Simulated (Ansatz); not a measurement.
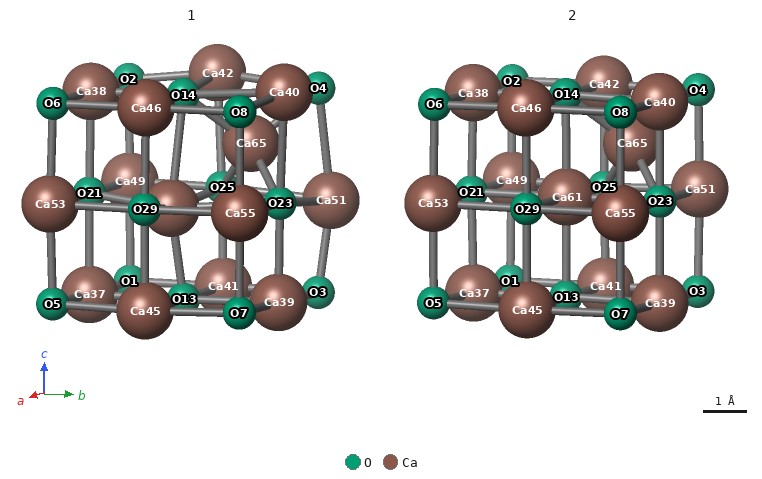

Two geometries of a defect cell of composition O$_{32}$Ca$_{33}$ (cell charge +1), drawn at one scale. One is the start of a relaxation, the other its converged end. Style: ball-and-stick. Shown: the atoms within 4.2 Å of the atom that moves most (axes of the cell of the calculation (origin shifted)), slightly off an axis.

Method: Ansatz, DFT, PBEsol, PAW, plane waves. Settings: plane-wave cutoff 420 eV; k-point mesh 1 × 1 × 1; mesh shifted by (0.25, 0.25, 0.25); collinear spin; atoms relaxed in a fixed cell; force threshold 0.03 eV/Å; at most 80 steps.

Which of the two is the end point?

Answer. Structure 1 is the relaxed one. Ca61 moves most: 0.45 Å along [1 −1 −1]. By element the largest moves are Ca 0.45 Å, O 0.11 Å. The cell stays as it was. Near-neighbour distances that change, for instance: Ca40–Ca61 3.366 → 4.086 Å, Ca42–Ca51 3.401 → 4.094 Å, Ca40–Ca51 3.379 → 4.070 Å, Ca51–Ca61 3.392 → 4.069 Å. Bond angles that change, for instance: O21–Ca61–O23 179.6° → 164.9°, O13–Ca61–O14 179.0° → 164.9°, O25–Ca61–O29 178.4° → 165.1°. Over 5 geometry steps the energy falls by 5.730 eV per cell of the calculation. Largest force component: 5.1 eV/Å at the start, 0.018 eV/Å at the end.

Limits of the set-up: the cell is charged, on a uniform background, and energies carry no finite-size correction.
